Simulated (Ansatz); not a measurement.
# Ti$_{3}$Si: a changed input and its effect

System: Ti$_{3}$Si (8 atoms in the cell).
Method of the first run: DFT PBEsol, scalar-relativistic, plane waves, PAW, no spin polarisation (Ansatz 0.2.0).

The structure derives from a Materials Project entry. Text and figures count atoms from 1; the logs count them from 0 in places.

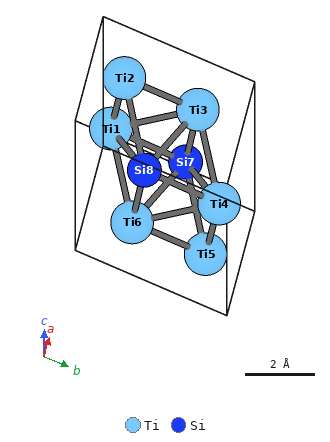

The structure (ball-and-stick view of the cell of the calculation, seen at an oblique angle; atoms are numbered from 1 in the order of the input). An atom can appear more than once, as a periodic image.

## Input file, the first run
```yaml
crystal:
  lattice:
    - [5.6313135898, 0.0, 0.0]
    - [-2.8156567949, 4.8768606255, 0.0]
    - [0.0, 0.0, 4.50545247]
  atoms:
    - { symbol: Ti, position: [0.34359996, 0.17179998, 0.75] }
    - { symbol: Ti, position: [0.82820002, 0.17179998, 0.75] }
    - { symbol: Ti, position: [0.82820002, 0.65640004, 0.75] }
    - { symbol: Ti, position: [0.65640004, 0.82820002, 0.25] }
    - { symbol: Ti, position: [0.17179998, 0.82820002, 0.25] }
    - { symbol: Ti, position: [0.17179998, 0.34359996, 0.25] }
    - { symbol: Si, position: [0.33333333, 0.66666667, 0.75] }
    - { symbol: Si, position: [0.66666667, 0.33333333, 0.25] }
basis:
  ecutwfc: 420
kpoints:
  mp_grid: { grid: [6, 6, 4] }
hamiltonian:
  xc: pbesol
scf:
  occupations: { method: gaussian, width: 0.1 }
output:
  forces: true
  stress: true
  eigenvalues: true
```

Command:
```bash
ansatz run input.yaml --threads 4 --pin off --max-ram 12288MiB --backend cpu --events-out ev --progress --plain --runs-dir out
```

Hardware: 4 threads of Arm Neoverse V1, 24 GiB of memory available, shared host.

## Output, shortened to warnings, some set-up lines, iterations and results (the first run)
```
Basis set: ecut = 420 eV, 2415 PW (Γ), exchange–correlation on 80×80×64 points (8 copies of the dense FFT grid, shifted against one another)
Symmetry: 24 space group operations
k-points: 21 of 144
Initial density: superposition of atomic densities (neutral atoms: chi_scale 0, normalization atom), corrected by the library's trained network
[...]
SCF iter   1: F=—  HF=-16090.558969 eV  |F-HF|=—  |Δ(HF+E_count)|=         —  Δρ=7.98e-3  dr2=6.54e-2  ethr=1.77e-3  ⟨swp⟩=6.3  Hψ=4009  notcnv=0
SCF iter   2: F=—  HF=-16090.538968 eV  |F-HF|=—  |Δ(HF+E_count)|=   2.00e-2  Δρ=3.58e-3  dr2=1.50e-2  ethr=8.17e-5  ⟨swp⟩=2.2  Hψ=1650  notcnv=0  defer=25
SCF iter   3: F=—  HF=-16090.534690 eV  |F-HF|=—  |Δ(HF+E_count)|=   4.28e-3  Δρ=8.93e-4  dr2=1.55e-3  ethr=1.88e-5  ⟨swp⟩=2.0  Hψ=1240  notcnv=0  defer=25
SCF iter   4: F=—  HF=-16090.534293 eV  |F-HF|=—  |Δ(HF+E_count)|=   3.96e-4  Δρ=1.45e-4  dr2=5.56e-5  ethr=1.93e-6  ⟨swp⟩=2.0  Hψ=1326  notcnv=0  defer=25
SCF iter   5: F=—  HF=-16090.534139 eV  |F-HF|=—  |Δ(HF+E_count)|=   1.54e-4  Δρ=3.75e-5  dr2=1.69e-6  ethr=6.95e-8  ⟨swp⟩=2.0  Hψ=1333  notcnv=0  defer=25
SCF iter   6: F=—  HF=-16090.534139 eV  |F-HF|=—  |Δ(HF+E_count)|=   2.46e-7  Δρ=1.07e-5  dr2=1.62e-7  ethr=2.11e-9  ⟨swp⟩=2.2  Hψ=1370  notcnv=0  defer=25
SCF iter   7: F=-16090.534139 eV  HF=-16090.534139 eV  |F-HF|=6.19e-9  |Δ(HF+E_count)|=   4.84e-8  Δρ=2.57e-6  dr2=9.08e-9  ethr=1.25e-10  ⟨swp⟩=8.8  Hψ=3702  notcnv=0
SCF 1 converged in 7 iterations: F = -16090.534139 eV  dr2 = 9.08e-9
SCF converged after 7 iterations
Free energy (F): -16090.534139 eV
Harris-Foulkes:  -16090.534139 eV  (|F-HF|=6.19e-9)
Internal energy: -16090.494080 eV  (E = F + TS)
E sigma→0 (E₀):  -16090.514109 eV
Entropy (-TS):   -0.040059 eV (-5.007 meV/atom)
Fermi energy:    13.719519 eV
--- Per-component energies (eV) ---
  E_band       = -846.830504
  E_kinetic    = 1726.510501
  E_local      = -5197.345155  (includes V_loc(G=0)·N_el)
  E_nonlocal   = 107.997619
  E_hartree    = 2188.635315
  E_xc         = -695.174913
  E_vxc        = -830.249509  (∫ρ·V_xc dr)
  E_paw        = -7134.767910  (= ΣΔE_a)
  E_vpaw       = -1031.008784  (= ΣTr[D̂ρ^β])
  E_aug_tail   = 0.000723  (compensation charges beyond the density's cutoff)
  E_ewald      = -7087.249688
  E_core_change = 0.899427  (= ΣΔE_core)
  E_smearing   = -0.040059  (= −TS)
  E_closure    = 0.000000  (closes the sum)
  Σ components = -16090.534139   (vs F -16090.534139, Δ=0.00e0)
--- Forces (eV/Å), atoms counted from 1 ---
  atom   1  Ti    -0.00056209    -0.00032452     0.00000000
  atom   2  Ti     0.00056209    -0.00032452     0.00000000
  atom   3  Ti    -0.00000000     0.00064904     0.00000000
  atom   4  Ti     0.00056209     0.00032452     0.00000000
  atom   5  Ti    -0.00056209     0.00032452     0.00000000
  atom   6  Ti     0.00000000    -0.00064904     0.00000000
  atom   7  Si     0.00000000    -0.00000000     0.00000000
  atom   8  Si    -0.00000000     0.00000000     0.00000000
  max |Σ_I F_I| component: 4.66e-18 eV/Å
--- Stress (GPa, compression-positive) ---
       -3.212068      -0.000000       0.000000
       -0.000000      -3.212068       0.000000
        0.000000       0.000000      -3.699632
  P = ⅓ Tr σ = -3.3746 GPa (-33.746 kbar)
```

The input of the second run differs as follows (lines with − go, lines with + come):
```diff
-    - [5.6313135898, 0.0, 0.0]
-    - [-2.8156567949, 4.8768606255, 0.0]
-    - [0.0, 0.0, 4.50545247]
+    - [5.5838061889, 0.0, 0.0]
+    - [-2.7919030944, 4.8357180094, 0.0]
+    - [0.0, 0.0, 4.4732146813]
-    - { symbol: Ti, position: [0.34359996, 0.17179998, 0.75] }
-    - { symbol: Ti, position: [0.82820002, 0.17179998, 0.75] }
-    - { symbol: Ti, position: [0.82820002, 0.65640004, 0.75] }
-    - { symbol: Ti, position: [0.65640004, 0.82820002, 0.25] }
-    - { symbol: Ti, position: [0.17179998, 0.82820002, 0.25] }
-    - { symbol: Ti, position: [0.17179998, 0.34359996, 0.25] }
-    - { symbol: Si, position: [0.33333333, 0.66666667, 0.75] }
-    - { symbol: Si, position: [0.66666667, 0.33333333, 0.25] }
+    - { symbol: Ti, position: [0.3431759295, 0.1715879648, 0.75] }
+    - { symbol: Ti, position: [0.8284120352, 0.1715879648, 0.75] }
+    - { symbol: Ti, position: [0.8284120352, 0.6568240705, 0.75] }
+    - { symbol: Ti, position: [0.6568240705, 0.8284120352, 0.25] }
+    - { symbol: Ti, position: [0.1715879648, 0.8284120352, 0.25] }
+    - { symbol: Ti, position: [0.1715879648, 0.3431759295, 0.25] }
+    - { symbol: Si, position: [0.3333333333, 0.6666666667, 0.75] }
+    - { symbol: Si, position: [0.6666666667, 0.3333333333, 0.25] }
-  mp_grid: { grid: [6, 6, 4] }
+  mp_grid: { grid: [6, 6, 8] }
+  convergence: { dr2_threshold: 1.0e-16 }
+  max_iter: 60
```

How does the second run compare with the first run?

With the same functional and potentials, the second run lies 0.25 meV per atom higher (other lines of the input change too). The pressure goes from −3.37 to 0.00 GPa. The volume per atom goes from 15.47 to 15.10 Å³. The SCF takes 13 iterations against 7. The irreducible k-points go from 21 to 35. The plane waves at Γ go from 2415 to 2355. On the same kind of shared host the second run took about 2.3 times as long.

## Output, shortened to warnings, some set-up lines, iterations and results (the second run)
```
Basis set: ecut = 420 eV, 2355 PW (Γ), exchange–correlation on 80×80×60 points (8 copies of the dense FFT grid, shifted against one another)
Symmetry: 24 space group operations
k-points: 35 of 288
Initial density: superposition of atomic densities (neutral atoms: chi_scale 0, normalization atom), corrected by the library's trained network
[...]
SCF iter   1: F=—  HF=-16090.556774 eV  |F-HF|=—  |Δ(HF+E_count)|=         —  Δρ=8.00e-3  dr2=6.31e-2  ethr=1.77e-3  ⟨swp⟩=6.2  Hψ=6711  notcnv=0
SCF iter   2: F=—  HF=-16090.536846 eV  |F-HF|=—  |Δ(HF+E_count)|=   1.99e-2  Δρ=3.63e-3  dr2=1.46e-2  ethr=7.88e-5  ⟨swp⟩=2.1  Hψ=2631  notcnv=0  defer=43
SCF iter   3: F=—  HF=-16090.532636 eV  |F-HF|=—  |Δ(HF+E_count)|=   4.21e-3  Δρ=8.62e-4  dr2=1.31e-3  ethr=1.83e-5  ⟨swp⟩=2.0  Hψ=2071  notcnv=0  defer=43
SCF iter   4: F=—  HF=-16090.532315 eV  |F-HF|=—  |Δ(HF+E_count)|=   3.21e-4  Δρ=1.58e-4  dr2=5.39e-5  ethr=1.64e-6  ⟨swp⟩=2.0  Hψ=2205  notcnv=0  defer=43
SCF iter   5: F=—  HF=-16090.532172 eV  |F-HF|=—  |Δ(HF+E_count)|=   1.43e-4  Δρ=3.70e-5  dr2=1.68e-6  ethr=6.74e-8  ⟨swp⟩=2.0  Hψ=2213  notcnv=0  defer=43
SCF iter   6: F=—  HF=-16090.532170 eV  |F-HF|=—  |Δ(HF+E_count)|=   2.26e-6  Δρ=1.20e-5  dr2=1.84e-7  ethr=2.10e-9  ⟨swp⟩=2.9  Hψ=3140  notcnv=0  defer=43
SCF iter   7: F=—  HF=-16090.532170 eV  |F-HF|=—  |Δ(HF+E_count)|=   5.10e-8  Δρ=2.62e-6  dr2=9.66e-9  ethr=2.30e-10  ⟨swp⟩=2.4  Hψ=2670  notcnv=0  defer=43
SCF iter   8: F=—  HF=-16090.532170 eV  |F-HF|=—  |Δ(HF+E_count)|=   2.37e-9  Δρ=6.56e-7  dr2=3.61e-10  ethr=1.21e-11  ⟨swp⟩=2.0  Hψ=2615  notcnv=0  defer=43
SCF iter   9: F=—  HF=-16090.532170 eV  |F-HF|=—  |Δ(HF+E_count)|=  1.60e-10  Δρ=1.41e-7  dr2=1.70e-11  ethr=4.51e-13 (applied; sched 1.00e-12)  ⟨swp⟩=2.0  Hψ=2842  notcnv=0  …
SCF iter  10: F=—  HF=-16090.532170 eV  |F-HF|=—  |Δ(HF+E_count)|=  3.64e-12  Δρ=2.97e-8  dr2=7.67e-13  ethr=2.12e-14 (applied; sched 1.00e-12)  ⟨swp⟩=3.0  Hψ=2995  notcnv=0  …
SCF iter  11: F=—  HF=-16090.532170 eV  |F-HF|=—  |Δ(HF+E_count)|=    0.00e0  Δρ=6.81e-9  dr2=4.55e-14  ethr=9.58e-16 (applied; sched 1.00e-12)  ⟨swp⟩=2.1  Hψ=2775  notcnv=0  …
SCF iter  12: F=—  HF=-16090.532170 eV  |F-HF|=—  |Δ(HF+E_count)|=  3.64e-12  Δρ=1.38e-9  dr2=2.21e-15  ethr=5.69e-17 (applied; sched 1.00e-12)  ⟨swp⟩=2.9  Hψ=3101  notcnv=0  …
SCF iter  13: F=-16090.532170 eV  HF=-16090.532170 eV  |F-HF|=1.82e-12  |Δ(HF+E_count)|=  3.64e-12  Δρ=3.24e-10  dr2=9.25e-17  ethr=1.00e-12  ⟨swp⟩=5.3  Hψ=4621  notcnv=0
SCF 1 converged in 13 iterations: F = -16090.532170 eV  dr2 = 9.25e-17
SCF converged after 13 iterations
Free energy (F): -16090.532170 eV
Harris-Foulkes:  -16090.532170 eV  (|F-HF|=1.82e-12)
Internal energy: -16090.497154 eV  (E = F + TS)
E sigma→0 (E₀):  -16090.514662 eV
Entropy (-TS):   -0.035016 eV (-4.377 meV/atom)
Fermi energy:    14.111859 eV
--- Per-component energies (eV) ---
  E_band       = -814.678183
  E_kinetic    = 1731.741348
  E_local      = -5120.531881  (includes V_loc(G=0)·N_el)
  E_nonlocal   = 108.574641
  E_hartree    = 2165.192231
  E_xc         = -697.040248
  E_vxc        = -832.717408  (∫ρ·V_xc dr)
  E_paw        = -7135.494212  (= ΣΔE_a)
  E_vpaw       = -1032.130036  (= ΣTr[D̂ρ^β])
  E_aug_tail   = 0.000692  (compensation charges beyond the density's cutoff)
  E_ewald      = -7143.839152
  E_core_change = 0.899427  (= ΣΔE_core)
  E_smearing   = -0.035016  (= −TS)
  E_closure    = -0.000000  (closes the sum)
  Σ components = -16090.532170   (vs F -16090.532170, Δ=0.00e0)
--- Forces (eV/Å), atoms counted from 1 ---
  atom   1  Ti    -0.00013774    -0.00007952     0.00000000
  atom   2  Ti     0.00013774    -0.00007952     0.00000000
  atom   3  Ti     0.00000000     0.00015904     0.00000000
  atom   4  Ti     0.00013774     0.00007952     0.00000000
  atom   5  Ti    -0.00013774     0.00007952     0.00000000
  atom   6  Ti    -0.00000000    -0.00015904     0.00000000
  atom   7  Si     0.00000000     0.00000000     0.00000000
  atom   8  Si    -0.00000000     0.00000000     0.00000000
  max |Σ_I F_I| component: 9.23e-18 eV/Å
--- Stress (GPa, compression-positive) ---
        0.002879      -0.000000       0.000000
       -0.000000       0.002879       0.000000
        0.000000       0.000000      -0.011907
  P = ⅓ Tr σ = -0.0020 GPa (-0.020 kbar)
```

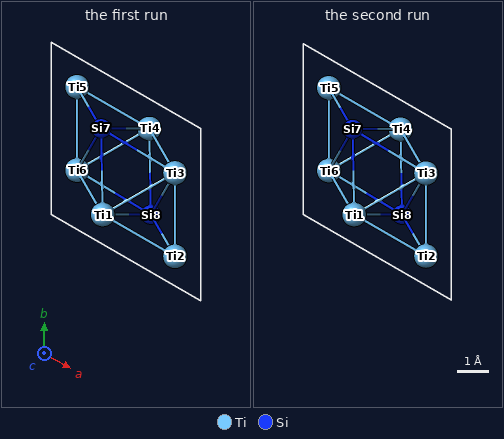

The two input geometries at one scale (ball-and-stick view of the cell of the calculation, along the c axis). No atom moves by more than 0.005 Å relative to the cell. The drawn cell changes as follows: a = b 5.631 → 5.584 Å (−0.8 %), c 4.505 → 4.473 Å (−0.7 %); the volume changes by −2.4 %. Among the contacts that change: Ti1–Ti2 2.902 → 2.874 Å, Ti1–Si7 2.816 → 2.792 Å, Ti1–Ti5 2.808 → 2.785 Å, Ti1–Si8 2.749 → 2.729 Å.

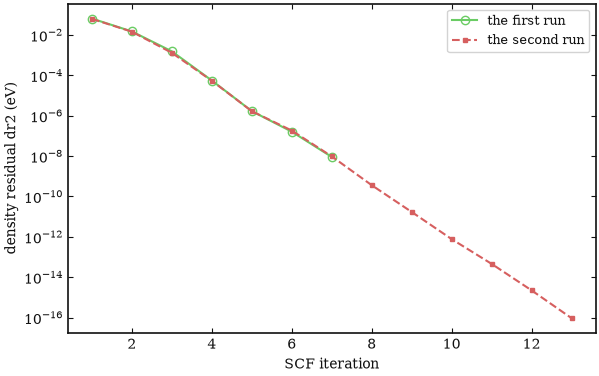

Convergence of the two runs: density residual dr2 against the SCF iteration. The first run takes 7 iterations in all, and the second run takes 13.

## The two runs side by side

| quantity | the first run | the second run |
| --- | --- | --- |
| outcome | converged | converged |
| free energy per atom (eV) | −2011.3168 | −2011.3165 |
| energy per atom, smearing taken to zero (eV) | −2011.3143 | −2011.3143 |
| gap on the mesh (eV) | 0.00 | 0.00 |
| pressure (GPa) | −3.37 | 0.00 |
| volume per atom (Å³) | 15.47 | 15.10 |
| largest force (eV/Å) | 0.001 | 0.000 |
| SCF iterations | 7 | 13 |
| irreducible k-points | 21 | 35 |
| plane waves at Γ | 2415 | 2355 |
| wall time (shared host) | 2.3 s | 5.3 s |

For the second run: This input holds a deliberate fault: an extremely tight threshold (`scf.convergence.dr2_threshold`). The threshold was met all the same, at the cost of more iterations.
